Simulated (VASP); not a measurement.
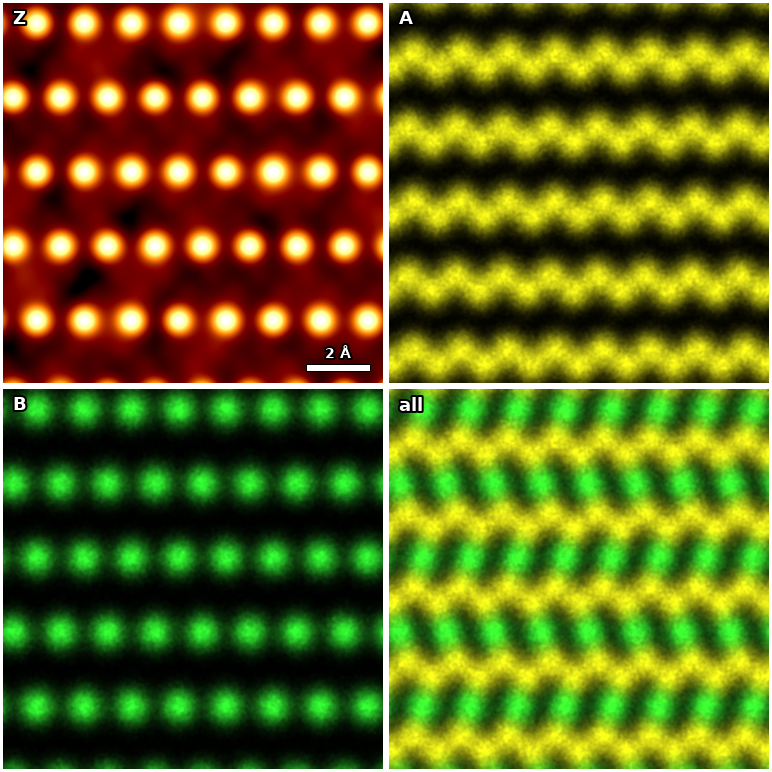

SnO2 (P4_2/mnm, No. 136) along [201]. Panel Z: The image is simulated as a sum over atoms of Z^1.8, blurred by a 0.65 Å probe (no channelling). The probe carries 25 % of its weight in a tail 2.5 times as wide. The display is stretched by a gamma of 0.65; percentages refer to the linear signal. The speckle of an amorphous layer was added. The other panels are simulated element maps (the number of atoms of one element along the beam, blurred by 0.9 Å, with counting noise; each on its own scale, no channelling); the last overlays them. Structure: the end point of a relaxation with VASP Kohn-Sham DFT of a periodic cell, PBE, VASP PAW PBE potentials, recommended (VASP).

```cif
data_structure
_symmetry_space_group_name_H-M 'P4_2/mnm'
_symmetry_Int_Tables_number 136
_cell_length_a 4.8304
_cell_length_b 4.8304
_cell_length_c 3.2429
_cell_angle_alpha 90.000
_cell_angle_beta 90.000
_cell_angle_gamma 90.000
_cell_volume 75.67
loop_
_atom_site_label
_atom_site_type_symbol
_atom_site_symmetry_multiplicity
_atom_site_Wyckoff_symbol
_atom_site_fract_x
_atom_site_fract_y
_atom_site_fract_z
_atom_site_occupancy
Sn1 Sn 2 b 0.00000 0.00000 0.50000 1
O1 O 4 f 0.30656 0.69344 0.50000 1
```

Q: Which element does each lettered map show?

A: O, B: Sn. The projected cell (1.54 × 4.83 Å, 90°) holds 6 columns: 4 of O and 2 of Sn. No column is shared by two of the mapped elements.
